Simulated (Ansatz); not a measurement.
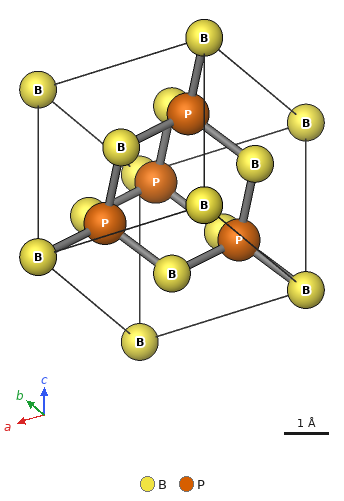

Lattice vibrations of crystalline BP relaxed at 4 GPa, at the zone centre. The picture is a ball-and-stick view of the conventional cell (4 times the calculation's cell), seen from a free direction. Lengths and directions refer to the drawn axes.

These are results of Ansatz 0.2.0, DFT PBE, scalar-relativistic, plane waves, PAW, not measurements.

Input file:
```yaml
crystal:
  lattice:
    - [0.0, 2.2563901202, 2.2563901202]
    - [2.2563901202, 0.0, 2.2563901202]
    - [2.2563901202, 2.2563901202, 0.0]
  atoms:
    - { symbol: B, position: [0.0, 0.0, 0.0] }
    - { symbol: P, position: [0.75, 0.75, 0.75] }
basis:
  ecutwfc: 420
kpoints:
  mp_grid: { grid: [10, 10, 10] }
hamiltonian:
  xc: pbe
scf:
  occupations: { method: fixed }
output:
  eigenvalues: true
phonons:
  method: dfpt
  dielectric: true
  rigid_motions: translations
  eigenvectors: true
```

Launched with:
```bash
ansatz run input.yaml --threads 1 --pin off --max-ram 3072MiB --backend cpu --events-out ev --progress --plain --runs-dir out
```

Frequencies are those without the non-analytic (LO–TO) term.

Q: List the optical modes.

A: The calculation's cell holds 2 atoms, so there are 3 optical modes, in 1 level. The optical modes span T₂. No level is unstable.

| level | symmetry | frequency (cm⁻¹) | activity |
| --- | --- | --- | --- |
| 1 | T₂ | 819 | infrared- and Raman-active |

The displacement patterns (one member of each degenerate set):

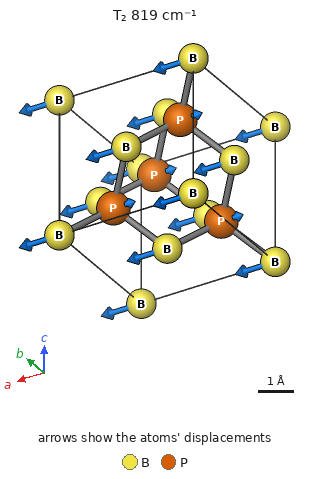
